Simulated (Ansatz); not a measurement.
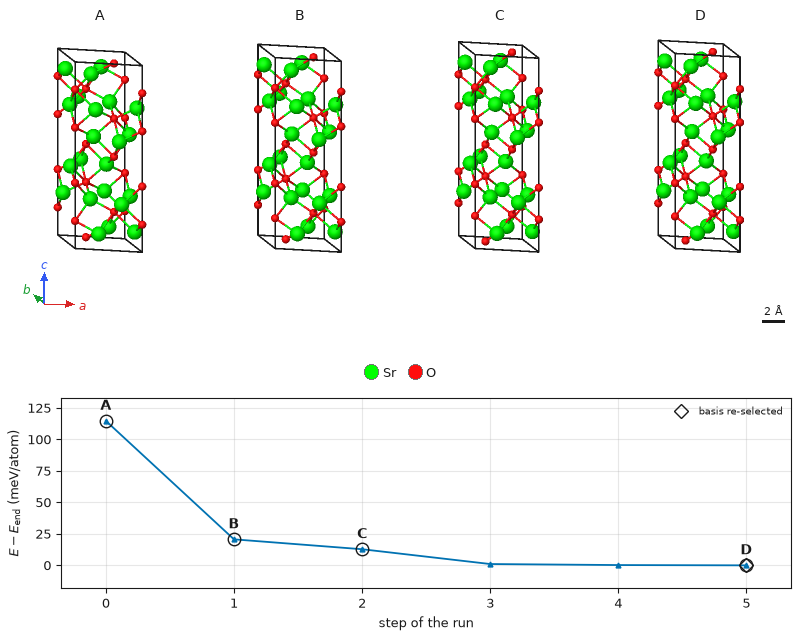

Frames of a relaxation of solid Sr3O2 (built on the corundum_167 type) (coarse preliminary run), marked on the history of the run. A ball-and-stick model of the conventional cell (3 times the calculation's cell), seen slightly off an axis. Lengths and directions refer to the drawn axes.

Case: anti-corundum type (R-3c, No. 167).

Theory: Ansatz 0.2.0, DFT PBE, scalar-relativistic, plane waves, PAW.

The input:
```yaml
crystal:
  lattice:
    - [3.315433233, 1.9141662695, 6.0345863647]
    - [-3.315433233, 1.9141662695, 6.0345863647]
    - [0.0, -3.8283325392, 6.0345863647]
  atoms:
    - { symbol: Sr, position: [0.05625, 0.44375, 0.75] }
    - { symbol: Sr, position: [0.75, 0.05625, 0.44375] }
    - { symbol: Sr, position: [0.44375, 0.75, 0.05625] }
    - { symbol: Sr, position: [0.94375, 0.55625, 0.25] }
    - { symbol: Sr, position: [0.25, 0.94375, 0.55625] }
    - { symbol: Sr, position: [0.55625, 0.25, 0.94375] }
    - { symbol: O, position: [0.85218, 0.85218, 0.85218] }
    - { symbol: O, position: [0.64782, 0.64782, 0.64782] }
    - { symbol: O, position: [0.14782, 0.14782, 0.14782] }
    - { symbol: O, position: [0.35218, 0.35218, 0.35218] }
basis:
  ecutwfc: 420
kpoints:
  mp_grid: { grid: [3, 3, 3] }
hamiltonian:
  xc: pbe
scf:
  occupations: { method: gaussian, width: 0.1 }
  lower_state_search: "off"
output:
  forces: true
  stress: true
  eigenvalues: true
relax:
  adjacent_minimum: "off"
  f_tol: 0.04
  max_steps: 70
  cell: { stress_tol: 0.4 }
```

Run as
```bash
ansatz run input.yaml --threads 1 --pin off --max-ram 2560MiB --backend cpu --events-out ev --progress --plain --runs-dir out
```

Describe the path.

Answer. The largest moves relative to the cell, 0.32 Å, are those of O7, O8, O9 and O10. O7 goes along −c. By element the largest moves are O 0.32 Å, Sr 0.09 Å. The volume changes by −2.2 %, with a = b 6.631 → 6.413 Å (−3.3 %), c 18.104 → 18.925 Å (+4.5 %). Among the contacts that change: Sr1–O7 2.747 → 2.611 Å, Sr1–O10 2.584 → 2.670 Å, Sr1–Sr2 3.517 → 3.551 Å. Among the angles between lasting bonds that change: Sr1–O9–Sr5 164.2° → 176.5°, Sr1–O9–Sr2 101.2° → 90.1°, O7–Sr4–O8 120.4° → 128.7°. The space group stays R-3c (No. 167). Over 4 accepted moves (5 points after the start) the energy falls by 115 meV per atom. The largest force component goes from 1 to 0.007 eV/Å. Pressure: −0.45 GPa at the start and 0.07 GPa at the end. The SCF was repeated once at an unchanged geometry on a basis and grid sized afresh for the cell, which shifted the energy by 0.2 meV per atom at most. The run took 45 s on 1 thread of Intel(R) Xeon(R) Platinum 8259CL CPU @ 2.50GHz (Skylake/Cascade Lake) (shared host), peak memory 0.52 GiB. From step 0 to 1: O atoms move most (0.20 Å), volume −0.8 %, energy −94.1 meV per atom. From step 1 to 2: O atoms move most (0.18 Å), volume −5.6 %, energy −7.9 meV per atom. From step 2 to 5: O atoms move most (0.07 Å), volume +4.4 %, energy −12.8 meV per atom.

```tsv
step	E − E(0), meV/atom	largest force component, eV/Å	pressure, GPa	volume, Å³/atom	note
0	0.00	1.0458	-0.45	22.978	
1	-94.11	0.3401	-0.68	22.801	
2	-101.96	0.3844	2.89	21.528	
3	-113.72	0.0340	-0.35	22.631	
4	-114.53	0.0061	0.07	22.471	
5	-114.77	0.0070	0.07	22.471	same geometry, new basis
```
